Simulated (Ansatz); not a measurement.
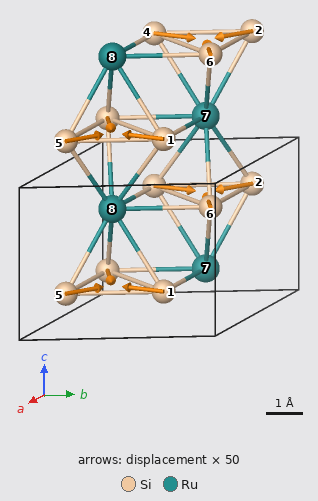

A relaxation of solid Si3Ru (built on the Ni3Sn (D0_19)_194 type) (coarse preliminary run). The starting structure is drawn; orange arrows show the displacements (the part carried along by the change of the cell is left out), 50 times their true length.

Style: ball-and-stick. Shown: the cell of the calculation, repeated 1 × 1 × 2 with one cell outlined, slightly off an axis.

Case: Ni3Sn (D0_19) type (P6_3/mmc, No. 194).

Method: Ansatz 0.2.0, DFT PBE, scalar-relativistic, plane waves, PAW.

Input file:
```yaml
crystal:
  lattice:
    - [5.5202234788, 0.0, 0.0]
    - [-2.7601117394, 4.7806537672, 0.0]
    - [0.0, 0.0, 4.4308310698]
  atoms:
    - { symbol: Si, position: [0.833, 0.666, 0.25] }
    - { symbol: Si, position: [0.167, 0.833, 0.75] }
    - { symbol: Si, position: [0.334, 0.167, 0.25] }
    - { symbol: Si, position: [0.167, 0.334, 0.75] }
    - { symbol: Si, position: [0.833, 0.167, 0.25] }
    - { symbol: Si, position: [0.666, 0.833, 0.75] }
    - { symbol: Ru, position: [0.3333333333, 0.6666666667, 0.25] }
    - { symbol: Ru, position: [0.6666666667, 0.3333333333, 0.75] }
basis:
  ecutwfc: 420
kpoints:
  mp_grid: { grid: [6, 6, 4] }
hamiltonian:
  xc: pbe
scf:
  occupations: { method: gaussian, width: 0.1 }
  lower_state_search: "off"
output:
  forces: true
  stress: true
  eigenvalues: true
relax:
  adjacent_minimum: "off"
  f_tol: 0.04
  max_steps: 70
  cell: { stress_tol: 0.4 }
```

Command:
```bash
ansatz run input.yaml --threads 1 --pin off --max-ram 2560MiB --backend cpu --events-out ev --progress --plain --runs-dir out
```

Atoms of which element are displaced furthest, and by how much?

Answer. Silicon: up to 0.026 Å, against 0.000 Å for ruthenium.

Describe the change and its energy.

Answer. After 4 accepted moves (5 points after the start) the energy has fallen by 55.1 meV per atom. The largest force component goes from 0.33 to 0.0051 eV/Å. Pressure: −7.88 GPa at the start and −0.08 GPa at the end. The SCF was repeated once at an unchanged geometry on a basis and grid sized afresh for the cell, which shifted the energy by 0.2 meV per atom at most. The largest moves relative to the cell, 0.026 Å, are those of Si1, Si2, Si3, Si4, Si5 and Si6. Si4 goes along [1 2 0]. Ru stays in place. The drawn cell changes as follows: a = b 5.520 → 5.237 Å (−5.1 %), c 4.431 → 4.619 Å (+4.3 %); the volume changes by −6.2 %. Among the contacts that change: Si1–Si3 2.755 → 2.568 Å, Si1–Ru7 2.760 → 2.619 Å, Si1–Ru8 2.727 → 2.745 Å. Among the angles between lasting bonds that change: Ru8–Si5–Ru8 108.7° → 114.6°, Si1–Si5–Ru8 59.7° → 62.1°. The space group stays P6_3/mmc (No. 194).
